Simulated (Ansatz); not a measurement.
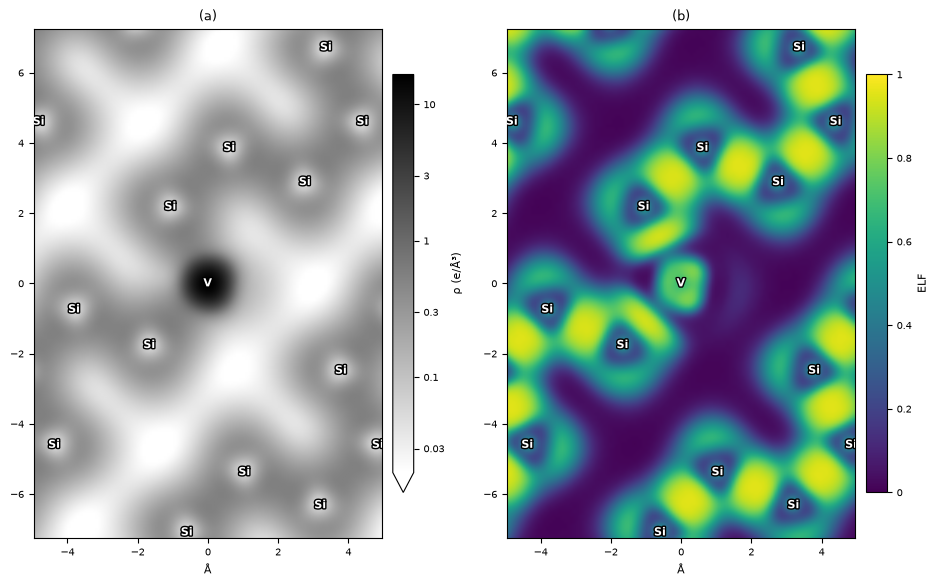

*VSi35 (cell charge +1, with a compensating background) (cell with a defect). (a) valence pseudo-density; (b) ELF on the (11̄0) plane of the calculation cell.*

The program warned that a starting moment wasn't kept; spin-polarised, but the moments vanished.

Method: Ansatz 0.2.0, DFT PBE, scalar-relativistic, plane waves, PAW.

```cif
data_structure
_symmetry_space_group_name_H-M 'P 1'
_symmetry_Int_Tables_number 1
_cell_length_a 9.2201
_cell_length_b 9.2201
_cell_length_c 9.2201
_cell_angle_alpha 77.593
_cell_angle_beta 77.593
_cell_angle_gamma 77.593
_cell_volume 735.84
loop_
_atom_site_label
_atom_site_type_symbol
_atom_site_fract_x
_atom_site_fract_y
_atom_site_fract_z
_atom_site_occupancy
V1 V 0.42254 0.08911 0.42218 1
Si1 Si 0.75823 0.08843 0.08888 1
Si2 Si 0.08922 0.42479 0.42152 1
Si3 Si 0.75827 0.75580 0.42150 1
Si4 Si 0.42189 0.42483 0.08884 1
Si5 Si 0.08921 0.08845 0.75790 1
Si6 Si 0.75644 0.42298 0.75603 1
Si7 Si 0.09040 0.75689 0.09000 1
Si8 Si 0.42190 0.75582 0.75790 1
Si9 Si 0.03204 0.03599 0.36909 1
Si10 Si 0.36947 0.03604 0.03166 1
Si11 Si 0.70271 0.36924 0.36787 1
Si12 Si 0.36948 0.69860 0.36909 1
Si13 Si 0.03405 0.36860 0.03366 1
Si14 Si 0.70271 0.03481 0.70234 1
Si15 Si 0.36823 0.36927 0.70232 1
Si16 Si 0.70205 0.70059 0.03369 1
Si17 Si 0.03409 0.70060 0.70166 1
Si18 Si 0.29603 0.96258 0.29564 1
Si19 Si 0.63280 0.96437 0.96560 1
Si20 Si 0.96598 0.29932 0.29744 1
Si21 Si 0.63281 0.63251 0.29748 1
Si22 Si 0.29785 0.29937 0.96558 1
Si23 Si 0.96597 0.96438 0.63243 1
Si24 Si 0.63204 0.29862 0.63168 1
Si25 Si 0.96589 0.63244 0.96549 1
Si26 Si 0.29788 0.63255 0.63242 1
Si27 Si 0.91050 0.90997 0.24303 1
Si28 Si 0.24341 0.90999 0.91013 1
Si29 Si 0.58119 0.24777 0.23823 1
Si30 Si 0.24343 0.57701 0.24307 1
Si31 Si 0.90977 0.24427 0.90944 1
Si32 Si 0.58122 0.90517 0.58083 1
Si33 Si 0.23858 0.24776 0.58083 1
Si34 Si 0.57776 0.57637 0.90940 1
Si35 Si 0.90982 0.57636 0.57734 1
```

Interpret the plot.

- The plane passes through V and Si nuclei.
- Si–Si (2.37 Å): ρ at the midpoint is about 0.55 e/Å³; the ELF peaks at about 0.95 between the atoms; localised, covalent bonding.
- V–Si (2.42 Å): ρ is about 0.54 e/Å³ halfway; the ELF peaks at about 0.95 between the atoms.
- Between the atoms the lowest density in this plane is 0.02 e/Å³.
- The features right at V lie inside the PAW spheres, where the map follows smoothed inner orbitals and isn't to be read closely.
